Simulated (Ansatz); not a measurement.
## What a change does: single-point calculation on TiAl$_{3}$

System: TiAl$_{3}$ (Pmm2, 4 atoms in the cell).
Method of run A: DFT PBEsol, scalar-relativistic, plane waves, PAW, no spin polarisation (Ansatz 0.2.0).

The structure derives from a Materials Project entry. Text and figures count atoms from 1; the logs count them from 0 in places.

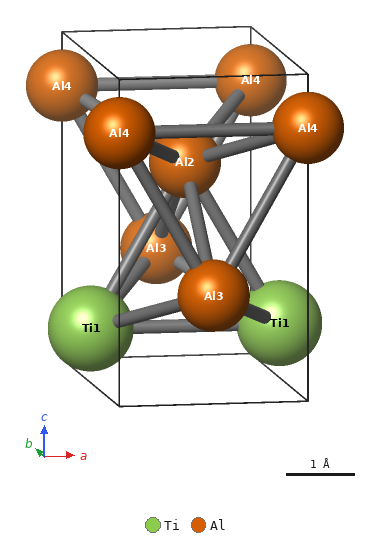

**Figure 1.** The structure as given in the input (ball-and-stick view of the cell of the calculation, seen slightly off an axis; atoms are numbered from 1 in the order of the input). An atom can appear more than once, as a periodic image.

**Input file, run A**
```yaml
crystal:
  lattice:
    - [2.839677, 0.0, 0.0]
    - [0.0, 4.681264, 0.0]
    - [0.0, 0.0, 4.900742]
  atoms:
    - { symbol: Ti, position: [0.0, 0.5, 0.165916] }
    - { symbol: Al, position: [0.5, 0.5, 0.667271] }
    - { symbol: Al, position: [0.5, 0.0, 0.330912] }
    - { symbol: Al, position: [0.0, 0.0, 0.8359] }
basis:
  ecutwfc: 200
kpoints:
  mp_grid: { grid: [14, 10, 10] }
hamiltonian:
  xc: pbesol
scf:
  occupations: { method: gaussian, width: 0.1 }
output:
  forces: true
  stress: true
  eigenvalues: true
```

Launched with:
```bash
ansatz run input.yaml --threads 1 --pin off --max-ram 2560MiB --backend cpu --events-out ev --progress --plain --runs-dir out
```

Hardware: 1 thread of Oxide Virtual Turin-like (Zen 5), 32 GiB of memory available, shared host.

**Output, shortened to warnings, some set-up lines, iterations and results (run A)**
```
Warning: basis.ecutwfc = 200 eV is below the records' recommended 420 eV, and the density's cutoff is lower with it unless basis.ecutrho_ratio is high enough to keep the records' density cutoff: compare with a run at a higher cutoff
Basis set: ecut = 200 eV, 431 PW (Γ), exchange–correlation on 30×48×48 points (8 copies of the dense FFT grid, shifted against one another)
Symmetry: 4 space group operations
k-points: 288 of 1400 (time reversal used)
Initial density: superposition of atomic densities (neutral atoms: chi_scale 0, normalization atom), corrected by the library's trained network
[...]
SCF iter   1: F=—  HF=-4042.711518 eV  |F-HF|=—  |Δ(HF+E_count)|=         —  Δρ=5.87e-2  dr2=2.09e0  ethr=1.77e-3  ⟨swp⟩=5.7  Hψ=24679  notcnv=0
SCF iter   2: F=—  HF=-4042.134526 eV  |F-HF|=—  |Δ(HF+E_count)|=   5.77e-1  Δρ=2.41e-2  dr2=2.74e-1  ethr=1.77e-3  ⟨swp⟩=2.0  Hψ=10912  notcnv=0  defer=28
SCF iter   3: F=—  HF=-4042.031127 eV  |F-HF|=—  |Δ(HF+E_count)|=   1.03e-1  Δρ=3.90e-3  dr2=2.18e-2  ethr=1.31e-3  ⟨swp⟩=2.1  Hψ=8626  notcnv=0  defer=30
SCF iter   4: F=—  HF=-4042.029070 eV  |F-HF|=—  |Δ(HF+E_count)|=   2.06e-3  Δρ=1.24e-3  dr2=1.10e-3  ethr=1.04e-4  ⟨swp⟩=1.8  Hψ=5452  notcnv=0  defer=26
SCF iter   5: F=—  HF=-4042.028886 eV  |F-HF|=—  |Δ(HF+E_count)|=   1.84e-4  Δρ=3.62e-4  dr2=1.20e-4  ethr=5.26e-6  ⟨swp⟩=1.8  Hψ=5183  notcnv=0  defer=25
SCF iter   6: F=—  HF=-4042.028867 eV  |F-HF|=—  |Δ(HF+E_count)|=   1.89e-5  Δρ=3.55e-5  dr2=1.35e-6  ethr=5.71e-7  ⟨swp⟩=2.0  Hψ=5079  notcnv=0  defer=25
SCF iter   7: F=—  HF=-4042.028704 eV  |F-HF|=—  |Δ(HF+E_count)|=   1.63e-4  Δρ=1.86e-5  dr2=3.04e-7  ethr=4.76e-10  ⟨swp⟩=5.7  Hψ=19799  notcnv=0
SCF iter   8: F=-4042.028704 eV  HF=-4042.028704 eV  |F-HF|=3.71e-8  |Δ(HF+E_count)|=   3.06e-8  Δρ=7.76e-6  dr2=5.59e-8  ethr=4.76e-10  ⟨swp⟩=3.0  Hψ=11220  notcnv=0
SCF 1 converged in 8 iterations: F = -4042.028704 eV  dr2 = 5.59e-8
SCF converged after 8 iterations
Free energy (F): -4042.028704 eV
Harris-Foulkes:  -4042.028704 eV  (|F-HF|=3.71e-8)
Internal energy: -4042.015836 eV  (E = F + TS)
E sigma→0 (E₀):  -4042.022270 eV
Entropy (-TS):   -0.012868 eV (-3.217 meV/atom)
Fermi energy:    9.399012 eV
--- Per-component energies (eV) ---
  E_band       = -166.224937
  E_kinetic    = 351.184101
  E_local      = -1282.572127  (includes V_loc(G=0)·N_el)
  E_nonlocal   = 39.167423
  E_hartree    = 563.540643
  E_xc         = -217.600370
  E_vxc        = -212.520057  (∫ρ·V_xc dr)
  E_paw        = -2387.515200  (= ΣΔE_a)
  E_vpaw       = -188.576320  (= ΣTr[D̂ρ^β])
  E_aug_tail   = 0.002241  (compensation charges beyond the density's cutoff)
  E_ewald      = -1108.419348
  E_core_change = 0.196801  (= ΣΔE_core)
  E_smearing   = -0.012868  (= −TS)
  E_closure    = 0.000000  (closes the sum)
  Σ components = -4042.028704   (vs F -4042.028704, Δ=0.00e0)
--- Forces (eV/Å), atoms counted from 1 ---
  atom   1  Ti     0.00000000     0.00000000    -0.07290898
  atom   2  Al     0.00000000     0.00000000     0.00095650
  atom   3  Al     0.00000000     0.00000000     0.08990492
  atom   4  Al     0.00000000     0.00000000    -0.01794530
  max |Σ_I F_I| component: 7.14e-6 eV/Å
--- Stress (GPa, compression-positive) ---
       -0.612775       0.000000       0.000000
        0.000000      -1.768972       0.000000
        0.000000       0.000000      -1.799009
  P = ⅓ Tr σ = -1.3936 GPa (-13.936 kbar)
```

Run B used a changed input.

**The two runs side by side**

```tsv
quantity	run A	run B
outcome	converged	converged
free energy per atom (eV)	−1010.5072	−1005.8528
energy per atom, smearing taken to zero (eV)	−1010.5056	−1005.8508
gap on the mesh (eV)	0.00	0.00
pressure (GPa)	−1.39	−2.93
largest force (eV/Å)	0.090	0.326
SCF iterations	8	9
irreducible k-points	288	288
plane waves at Γ	431	273
wall time (shared host)	12 s	8.4 s
```

Which change of the input explains these differences?

The change (lines with − go, lines with + come):
```diff
-  ecutwfc: 200
+  ecutwfc: 150
```

The free energy of run B is 4654.4 meV per atom higher, which measures how much it depends on this numerical setting. The pressure goes from −1.39 to −2.93 GPa. The largest force goes from 0.090 to 0.326 eV/Å. More plane waves can only lower the energy of a fixed Hamiltonian, so the higher cutoff gives the lower value. The SCF takes 9 iterations against 8. The plane waves at Γ go from 431 to 273. On the same kind of shared host run B took about 0.7 times as long.

**Output, shortened to warnings, some set-up lines, iterations and results (run B)**
```
Warning: basis.ecutwfc = 150 eV is below the records' recommended 420 eV, and the density's cutoff is lower with it unless basis.ecutrho_ratio is high enough to keep the records' density cutoff: compare with a run at a higher cutoff
Basis set: ecut = 150 eV, 273 PW (Γ), exchange–correlation on 24×40×40 points (8 copies of the dense FFT grid, shifted against one another)
Symmetry: 4 space group operations
k-points: 288 of 1400 (time reversal used)
Initial density: superposition of atomic densities (neutral atoms: chi_scale 0, normalization atom), corrected by the library's trained network
[...]
SCF iter   1: F=—  HF=-4028.814422 eV  |F-HF|=—  |Δ(HF+E_count)|=         —  Δρ=1.46e-1  dr2=1.41e1  ethr=1.77e-3  ⟨swp⟩=6.0  Hψ=25285  notcnv=0
SCF iter   2: F=—  HF=-4023.793720 eV  |F-HF|=—  |Δ(HF+E_count)|=    5.02e0  Δρ=4.63e-2  dr2=8.18e-1  ethr=1.77e-3  ⟨swp⟩=3.2  Hψ=12357  notcnv=0  defer=58
SCF iter   3: F=—  HF=-4023.500186 eV  |F-HF|=—  |Δ(HF+E_count)|=   2.94e-1  Δρ=2.24e-2  dr2=2.05e-1  ethr=1.77e-3  ⟨swp⟩=2.1  Hψ=9357  notcnv=0  defer=48
SCF iter   4: F=—  HF=-4023.418606 eV  |F-HF|=—  |Δ(HF+E_count)|=   8.16e-2  Δρ=7.01e-3  dr2=2.12e-2  ethr=9.75e-4  ⟨swp⟩=3.0  Hψ=8657  notcnv=0  defer=43
SCF iter   5: F=—  HF=-4023.409483 eV  |F-HF|=—  |Δ(HF+E_count)|=   9.12e-3  Δρ=1.15e-3  dr2=4.78e-4  ethr=1.01e-4  ⟨swp⟩=2.1  Hψ=8016  notcnv=0  defer=30
SCF iter   6: F=—  HF=-4023.409231 eV  |F-HF|=—  |Δ(HF+E_count)|=   2.52e-4  Δρ=1.31e-4  dr2=2.90e-5  ethr=2.28e-6  ⟨swp⟩=2.0  Hψ=7517  notcnv=0  defer=26
SCF iter   7: F=—  HF=-4023.411188 eV  |F-HF|=—  |Δ(HF+E_count)|=   1.96e-3  Δρ=4.48e-5  dr2=1.51e-6  ethr=1.38e-7  ⟨swp⟩=2.0  Hψ=6227  notcnv=0  defer=26
SCF iter   8: F=—  HF=-4023.411188 eV  |F-HF|=—  |Δ(HF+E_count)|=   2.23e-7  Δρ=1.70e-5  dr2=2.63e-7  ethr=7.18e-9  ⟨swp⟩=1.0  Hψ=4294  notcnv=0  defer=26
SCF iter   9: F=-4023.411188 eV  HF=-4023.411188 eV  |F-HF|=3.23e-9  |Δ(HF+E_count)|=   4.47e-8  Δρ=2.46e-6  dr2=5.41e-9  ethr=4.76e-10  ⟨swp⟩=5.5  Hψ=16110  notcnv=0
SCF 1 converged in 9 iterations: F = -4023.411188 eV  dr2 = 5.41e-9
SCF converged after 9 iterations
Free energy (F): -4023.411188 eV
Harris-Foulkes:  -4023.411188 eV  (|F-HF|=3.23e-9)
Internal energy: -4023.395354 eV  (E = F + TS)
E sigma→0 (E₀):  -4023.403271 eV
Entropy (-TS):   -0.015834 eV (-3.958 meV/atom)
Fermi energy:    9.583300 eV
--- Per-component energies (eV) ---
  E_band       = -184.794124
  E_kinetic    = 360.947140
  E_local      = -1237.832406  (includes V_loc(G=0)·N_el)
  E_nonlocal   = 31.644778
  E_hartree    = 529.586445
  E_xc         = -221.333399
  E_vxc        = -217.506324  (∫ρ·V_xc dr)
  E_paw        = -2378.194441  (= ΣΔE_a)
  E_vpaw       = -181.227309  (= ΣTr[D̂ρ^β])
  E_aug_tail   = 0.009075  (compensation charges beyond the density's cutoff)
  E_ewald      = -1108.419348
  E_core_change = 0.196801  (= ΣΔE_core)
  E_smearing   = -0.015834  (= −TS)
  E_closure    = 0.000000  (closes the sum)
  Σ components = -4023.411188   (vs F -4023.411188, Δ=0.00e0)
--- Forces (eV/Å), atoms counted from 1 ---
  atom   1  Ti     0.00000000     0.00000000     0.02923497
  atom   2  Al     0.00000000     0.00000000    -0.00283592
  atom   3  Al     0.00000000     0.00000000    -0.32552309
  atom   4  Al     0.00000000     0.00000000     0.29949076
  max |Σ_I F_I| component: 3.67e-4 eV/Å
--- Stress (GPa, compression-positive) ---
       -6.775341       0.000000       0.000000
        0.000000      -5.755866       0.000000
        0.000000       0.000000       3.743310
  P = ⅓ Tr σ = -2.9293 GPa (-29.293 kbar)
```

For both runs: Warnings: the cutoff is below the recommended one.
